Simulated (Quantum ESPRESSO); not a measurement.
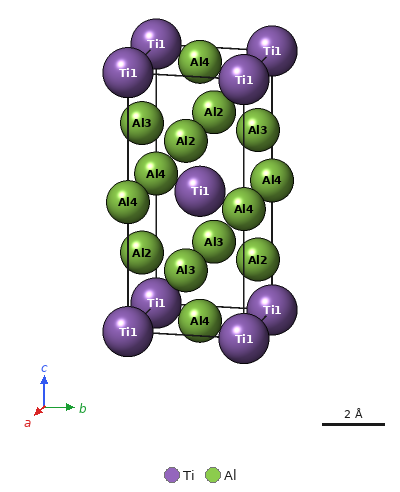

*The structure (spheres-only view of the cell 2 times as large as that of the calculation, set on its symmetry axes, seen slightly off an axis; atoms are numbered from 1 in the order of the input). An atom can appear more than once, as a periodic image.*

**Run report: TiAl$_{3}$, single-point calculation**

System: TiAl$_{3}$ (I4/mmm, 4 atoms in the cell).
Method: Kohn-Sham DFT of a periodic cell, PBE, SSSP 1.3 efficiency PBE, no spin polarisation (Quantum ESPRESSO 7.5).

The structure derives from a Materials Project entry. The volume is scaled by 1.04.

### Log
```
This program is part of the open-source Quantum ESPRESSO suite
     for quantum simulation of materials; please cite
         "P. Giannozzi et al., J. Phys.:Condens. Matter 21 395502 (2009);
         "P. Giannozzi et al., J. Phys.:Condens. Matter 29 465901 (2017);
         "P. Giannozzi et al., J. Chem. Phys. 152 154105 (2020);
          URL
     in publications or presentations arising from this work. More details at

     file Al.pbe-n-kjpaw_psl.1.0.0.UPF: wavefunction(s)  3S 3P renormalized
     Message from routine setup:
     using ibrav=0 with symmetry is DISCOURAGED, use correct ibrav instead

     K-points division:     npool     =       2
     Subspace diagonalization in iterative solution of the eigenvalue problem:
     a serial algorithm will be used

     G-vector sticks info
     --------------------
     sticks:   dense  smooth     PW     G-vecs:    dense   smooth      PW
     Sum        2977    1483    517                68467    24199    4871

     Using Slab Decomposition

     bravais-lattice index     =            0
     lattice parameter (alat)  =       9.6926  a.u.
     unit-cell volume          =     438.9059 (a.u.)^3
     number of atoms/cell      =            4
     number of atomic types    =            2
     number of electrons       =        21.00
     number of Kohn-Sham states=           17
     kinetic-energy cutoff     =      55.0000  Ry
     charge density cutoff     =     440.0000  Ry
     scf convergence threshold =      8.0E-10
     mixing beta               =       0.5000
     number of iterations used =            8  plain     mixing
     Exchange-correlation= SLA  PW   PBX  PBC
                           (   1   4   3   4   0   0   0)

     celldm(1)=   9.692608  celldm(2)=   0.000000  celldm(3)=   0.000000
     celldm(4)=   0.000000  celldm(5)=   0.000000  celldm(6)=   0.000000

     crystal axes: (cart. coord. in units of alat)
               a(1) = (  -0.377503   0.377503   0.845566 )
               a(2) = (   0.377503  -0.377503   0.845566 )
               a(3) = (   0.377503   0.377503  -0.845566 )

     reciprocal axes: (cart. coord. in units 2 pi/alat)
               b(1) = ( -0.000000  1.324491  0.591320 )
               b(2) = (  1.324491 -0.000000  0.591320 )
               b(3) = (  1.324491  1.324491  0.000000 )

     PseudoPot. # 1 for Ti read from file:
     ti_pbe_v1.4.uspp.F.UPF
     Pseudo is Ultrasoft + core correction, Zval = 12.0
     Generated by new atomic code, or converted to UPF format
     Using radial grid of  851 points,  6 beta functions with:
                l(1) =   0
                l(2) =   0
                l(3) =   1
                l(4) =   1
                l(5) =   2
                l(6) =   2
     Q(r) pseudized with  6 coefficients,  rinner =    1.000   1.000   1.000
                                                       1.000   1.000

     PseudoPot. # 2 for Al read from file:
     Al.pbe-n-kjpaw_psl.1.0.0.UPF
     Pseudo is Projector augmented-wave + core cor, Zval =  3.0
     Generated using "atomic" code by A. Dal Corso  v.5.1
     Shape of augmentation charge: PSQ
     Using radial grid of 1135 points,  6 beta functions with:
                l(1) =   0
                l(2) =   0
                l(3) =   1
                l(4) =   1
                l(5) =   2
                l(6) =   2
     Q(r) pseudized with 0 coefficients

     atomic species   valence    mass     pseudopotential
     Ti               12.00    47.86700     Ti( 1.00)
     Al                3.00    26.98150     Al( 1.00)

     16 Sym. Ops., with inversion, found

   Cartesian axes

     site n.     atom                  positions (alat units)
         1        Ti     tau(   1) = (   0.0000000   0.0000000   0.0000000  )
         2        Al     tau(   2) = (   0.3775035   0.0000000   0.4227831  )
         3        Al     tau(   3) = (   0.0000000   0.3775035   0.4227831  )
         4        Al     tau(   4) = (   0.0000000   0.0000000   0.8455662  )

     number of k points=   102  Fermi-Dirac smearing, width (Ry)=  0.0037

     Number of k-points >= 100: set verbosity='high' to print them.

     Dense  grid:    68467 G-vectors     FFT dimensions: (  72,  72,  72)

     Smooth grid:    24199 G-vectors     FFT dimensions: (  45,  45,  45)

     Check: negative core charge=   -0.000001

     Initial potential from superposition of free atoms

     starting charge      19.9931, renormalised to      21.0000

     negative rho (up, down):  1.526E-03 0.000E+00
     Starting wfcs are   22 randomized atomic wfcs
     Checking if some PAW data can be deallocated...

     Self-consistent Calculation

     iteration #  1     ecut=    55.00 Ry     beta= 0.50
     Davidson diagonalization with overlap
     ethr =  1.00E-02,  avg # of iterations =  3.9

     Threshold (ethr) on eigenvalues was too large:
     Diagonalizing with lowered threshold

     Davidson diagonalization with overlap
     ethr =  5.91E-04,  avg # of iterations =  2.3

     negative rho (up, down):  1.412E-03 0.000E+00

     total energy              =    -237.84041505 Ry
     estimated scf accuracy    <       0.13487959 Ry

     iteration #  2     ecut=    55.00 Ry     beta= 0.50
     Davidson diagonalization with overlap
     ethr =  6.42E-04,  avg # of iterations =  3.3

     negative rho (up, down):  1.002E-03 0.000E+00

     total energy              =    -237.82520965 Ry
     estimated scf accuracy    <       0.28431511 Ry

     iteration #  3     ecut=    55.00 Ry     beta= 0.50
     Davidson diagonalization with overlap
     ethr =  6.42E-04,  avg # of iterations =  2.1

     negative rho (up, down):  7.681E-04 0.000E+00

     total energy              =    -237.87332136 Ry
     estimated scf accuracy    <       0.02038746 Ry

     iteration #  4     ecut=    55.00 Ry     beta= 0.50
     Davidson diagonalization with overlap
     ethr =  9.71E-05,  avg # of iterations =  2.5

     negative rho (up, down):  6.689E-04 0.000E+00

     total energy              =    -237.87545601 Ry
     estimated scf accuracy    <       0.00090399 Ry

     iteration #  5     ecut=    55.00 Ry     beta= 0.50
     Davidson diagonalization with overlap
     ethr =  4.30E-06,  avg # of iterations =  6.2

     negative rho (up, down):  6.089E-04 0.000E+00

     total energy              =    -237.87563477 Ry
     estimated scf accuracy    <       0.00004878 Ry

     iteration #  6     ecut=    55.00 Ry     beta= 0.50
     Davidson diagonalization with overlap
     ethr =  2.32E-07,  avg # of iterations =  2.5

     negative rho (up, down):  6.049E-04 0.000E+00

     total energy              =    -237.87564161 Ry
     estimated scf accuracy    <       0.00000311 Ry

     iteration #  7     ecut=    55.00 Ry     beta= 0.50
     Davidson diagonalization with overlap
     ethr =  1.48E-08,  avg # of iterations =  2.9

     negative rho (up, down):  6.040E-04 0.000E+00

     total energy              =    -237.87564239 Ry
     estimated scf accuracy    <       0.00000127 Ry

     iteration #  8     ecut=    55.00 Ry     beta= 0.50
     Davidson diagonalization with overlap
     ethr =  6.05E-09,  avg # of iterations =  1.7

     negative rho (up, down):  6.039E-04 0.000E+00

     total energy              =    -237.87564255 Ry
     estimated scf accuracy    <       0.00000005 Ry

     iteration #  9     ecut=    55.00 Ry     beta= 0.50
     Davidson diagonalization with overlap
     ethr =  2.44E-10,  avg # of iterations =  3.9

     negative rho (up, down):  6.038E-04 0.000E+00

     total energy              =    -237.87564257 Ry
     estimated scf accuracy    <          2.3E-09 Ry

     iteration # 10     ecut=    55.00 Ry     beta= 0.50
     Davidson diagonalization with overlap
     ethr =  1.09E-11,  avg # of iterations =  3.0

     negative rho (up, down):  6.039E-04 0.000E+00

     total energy              =    -237.87564256 Ry
     estimated scf accuracy    <          1.2E-09 Ry

     iteration # 11     ecut=    55.00 Ry     beta= 0.50
     Davidson diagonalization with overlap
     ethr =  5.80E-12,  avg # of iterations =  2.0

     negative rho (up, down):  6.039E-04 0.000E+00

     End of self-consistent calculation

     Number of k-points >= 100: set verbosity='high' to print the bands.

     the Fermi energy is     9.2314 ev

!    total energy              =    -237.87564257 Ry
     estimated scf accuracy    <          4.5E-11 Ry
     smearing contrib. (-TS)   =      -0.00102382 Ry
     internal energy E=F+TS    =    -237.87461874 Ry

     The total energy is F=E-TS. E is the sum of the following terms:
     one-electron contribution =     -61.90061456 Ry
     hartree contribution      =      38.53408855 Ry
     xc contribution           =     -25.90252998 Ry
     ewald contribution        =     -84.54211676 Ry
     one-center paw contrib.   =    -104.06344599 Ry

     convergence has been achieved in  11 iterations

     negative rho (up, down):  6.039E-04 0.000E+00

     Forces acting on atoms (cartesian axes, Ry/au):

     atom    1 type  1   force =     0.00000000    0.00000000    0.00000000
     atom    2 type  2   force =     0.00000000   -0.00000000    0.00000000
     atom    3 type  2   force =    -0.00000000    0.00000000   -0.00000000
     atom    4 type  2   force =    -0.00000000   -0.00000000    0.00000000

     Total force =     0.000000     Total SCF correction =     0.000000

     Computing stress (Cartesian axis) and pressure

     negative rho (up, down):  6.039E-04 0.000E+00
          total   stress  (Ry/bohr**3)                   (kbar)     P=      -20.67
  -0.00014190  -0.00000000  -0.00000000          -20.87       -0.00       -0.00
  -0.00000000  -0.00014190  -0.00000000           -0.00      -20.87       -0.00
  -0.00000000  -0.00000000  -0.00013771           -0.00       -0.00      -20.26

=------------------------------------------------------------------------------=
   JOB DONE.
=------------------------------------------------------------------------------=
```

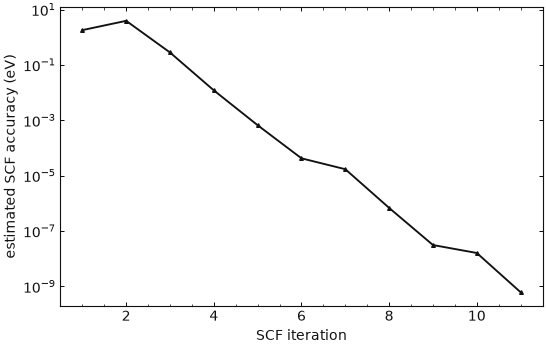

*Convergence of the self-consistent field: estimated SCF accuracy against the iteration.*

The field takes 11 iterations in all.

This output came from the following input.

### The input
```
&CONTROL
  calculation = 'scf'
  prefix = 'pwscf'
  outdir = './tmp'
  pseudo_dir = './pseudo'
  tprnfor = .true.
  tstress = .true.
  disk_io = 'nowf'
/
&SYSTEM
  ibrav = 0
  nat = 4
  ntyp = 2
  ecutwfc = 55
  ecutrho = 440
  nbnd = 17
  occupations = 'smearing'
  smearing = 'fd'
  degauss = 0.00367493
/
&ELECTRONS
  conv_thr = 8d-10
  electron_maxstep = 120
  mixing_beta = 0.5
/
ATOMIC_SPECIES
Ti    47.8670 ti_pbe_v1.4.uspp.F.UPF
Al    26.9815 Al.pbe-n-kjpaw_psl.1.0.0.UPF
CELL_PARAMETERS angstrom
  -1.9362557970    1.9362557970    4.3369998440
   1.9362557970   -1.9362557970    4.3369998440
   1.9362557970    1.9362557970   -4.3369998440
ATOMIC_POSITIONS crystal
Ti     0.0000000000    0.0000000000    0.0000000000
Al     0.2500000000    0.7500000000    0.5000000000
Al     0.7500000000    0.2500000000    0.5000000000
Al     0.5000000000    0.5000000000    0.0000000000
K_POINTS automatic
10 10 10 0 0 0
```

Launched with:
```bash
OMP_NUM_THREADS=1 mpirun -n 2 pw.x -nk 2 -in pw.in > pw.out
```

### Key numbers

- outcome: converged
- space group (tolerance 0.01 Å): I4/mmm (139)
- electrons treated: 21
- free energy: −3236.4630 eV
- Fermi energy: 9.231 eV
- gap on the k-point mesh: none (metallic)
- pressure: −2.07 GPa
- largest force (length of the vector): under 0.001 eV/Å
- hardware: 2 threads of Arm Neoverse V2, 24 GiB of memory available, shared host
- wall time: 78 s (CPU time 2.6 min)
- peak memory: 0.46 GiB

Notes on the run: negative rho.
